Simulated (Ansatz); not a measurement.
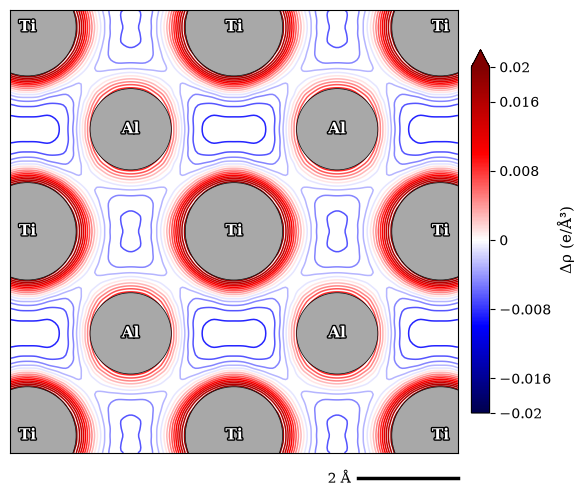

TiAl. Difference of the valence pseudo-densities of two functionals at the same geometry, on the (110) plane of the calculation cell: LDA less r2SCAN.

Space group P4/mmm.

Both computed with Ansatz (plane waves, PAW), on the same k-point mesh. Grey discs cover the atomic cores.

What does the difference map show?

Against r2SCAN, LDA gives more density around Ti (+0.008 e/Å³ on average at 1.1 Å from the nucleus) and less density in the space between the atoms (−0.007 e/Å³ on average).
